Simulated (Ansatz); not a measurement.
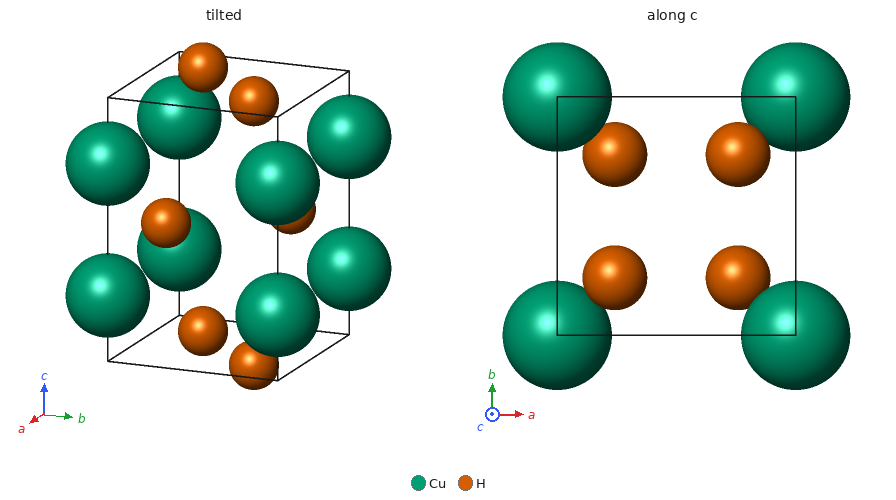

We look at a spheres-only model of the crystal slightly off an axis and along the c axis. The wireframe shows the conventional unit cell. Cell: a = 3.25 Å, b = 3.25 Å, c = 4.84 Å, α = 90.00°, β = 90.00°, γ = 90.00°.

The structure comes from a random cell made by a generator, so it need not be a real form of the compound. Earlier steps of the study may have refined or changed the cell and positions. It was run through Ansatz as a DFT input.

Notes on the structure:

The formula is CuH2. The symmetry is that of P4_2/mcm (No. 132), on a primitive tetragonal lattice. Counting shared atoms by their share gives 2 Cu, 4 H, or 6 atoms.

Results below were computed with DFT PBE, scalar-relativistic, plane waves, PAW in Ansatz 0.2.0; the settings were plane-wave cutoff 420 eV, a 12×12×8 k-point grid, Gaussian smearing of 0.1 eV, no spin polarisation.

What does the calculation say: metal or gapped?

A metal: bands cross the Fermi level.

Predict the Bader charges.

Cu +0.43 e; H -0.22 e.

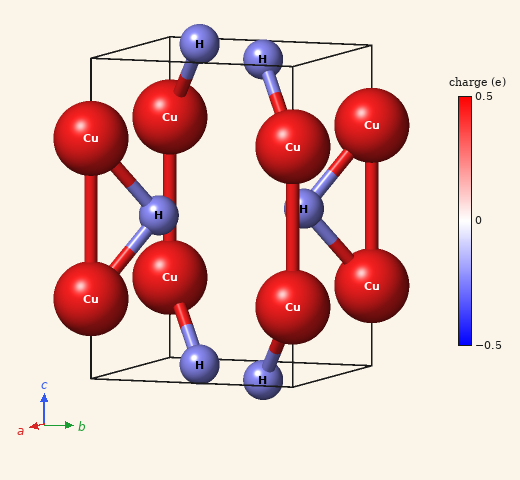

The atoms coloured by those charges. The run's cell of 6 atoms is drawn.

Is this an equilibrium geometry for the method given?

Yes. All forces vanish to within 0.01 eV/Å. The pressure is 0.0 GPa, close to zero.
